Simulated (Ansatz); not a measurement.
The Ansatz input:

```
crystal:
  lattice:
    - [5.1741302563, 0.0, 0.0]
    - [-2.5870651281, 4.4809282444, 0.0]
    - [0.0, 0.0, 6.2132838678]
  atoms:
    - { symbol: Pb, position: [0.3333333333, 0.6666666667, 0.25] }
    - { symbol: Pb, position: [0.6666666667, 0.3333333333, 0.75] }
    - { symbol: Se, position: [0.6666666667, 0.3333333333, 0.25] }
    - { symbol: Se, position: [0.3333333333, 0.6666666667, 0.75] }
kpoints:
  mp_grid: { grid: [6, 6, 4] }
  band_path:
    path:
      - [[0.0, 0.0, 0.0], [0.5, 0.0, 0.0], [0.333333333333, 0.333333333333, 0.0], [0.0, 0.0, 0.0], [0.0, 0.0, 0.5], [0.5, 0.0, 0.5], [0.333333333333, 0.333333333333, 0.5], [0.0, 0.0, 0.5]]
      - [[0.5, 0.0, 0.5], [0.5, 0.0, 0.0]]
      - [[0.333333333333, 0.333333333333, 0.5], [0.333333333333, 0.333333333333, 0.0]]
    npoints: 10
hamiltonian:
  xc: pbe
scf:
  occupations: { method: fermi_dirac, width: 0.02 }
  n_extra_bands: 5
output:
  forces: true
  stress: true
  eigenvalues: true
```

Predict the main features of the band structure and density of states. The path is Γ–M–K–Γ–A–L–H–A|L–M|H–K.

The material is gapped. The gap along this path is 1.16 eV and direct: both edges lie at H. Two bands meet at the valence-band top at H: it is doubly degenerate (spin aside). The direct gaps are 1.16 eV at H, 3.44 eV at Γ and 2.04 eV at L. Within the window shown, the tallest peak of the filled states lies 1.9 eV under the valence-band top, at about 5 states per eV and cell.

Spin-orbit coupling is left out, which matters for Pb.

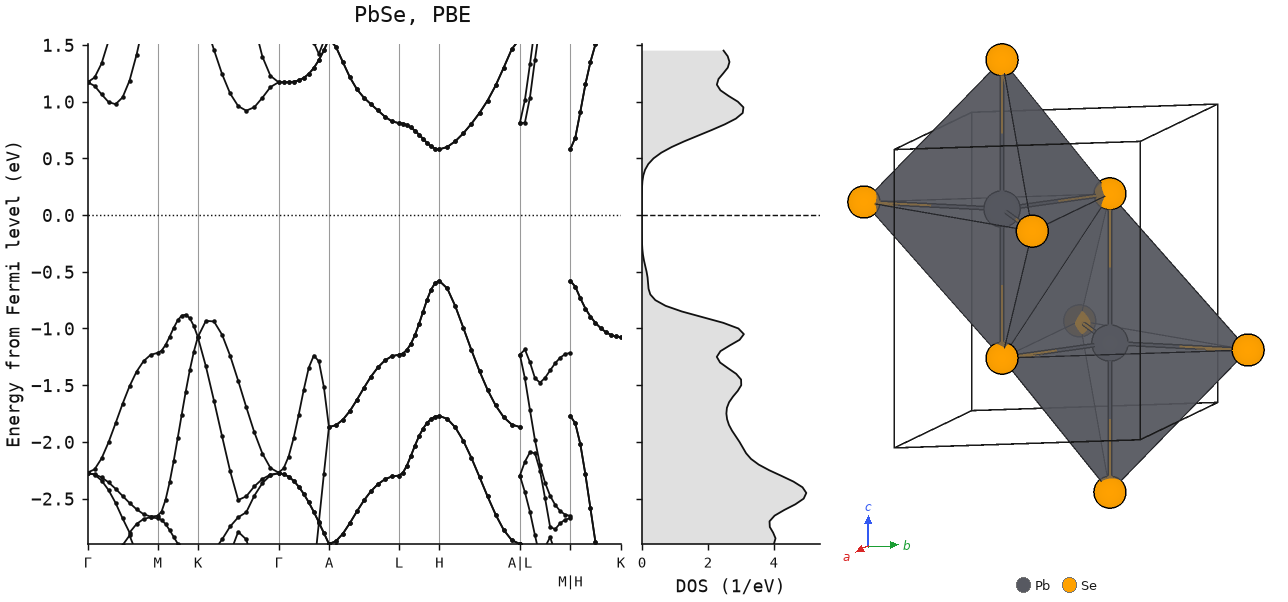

Band structure and density of states, beside the structure. Energies are counted from the Fermi level. The curve is built from the levels of the k mesh with Gaussians 0.3 eV wide, which also blur the band edges.
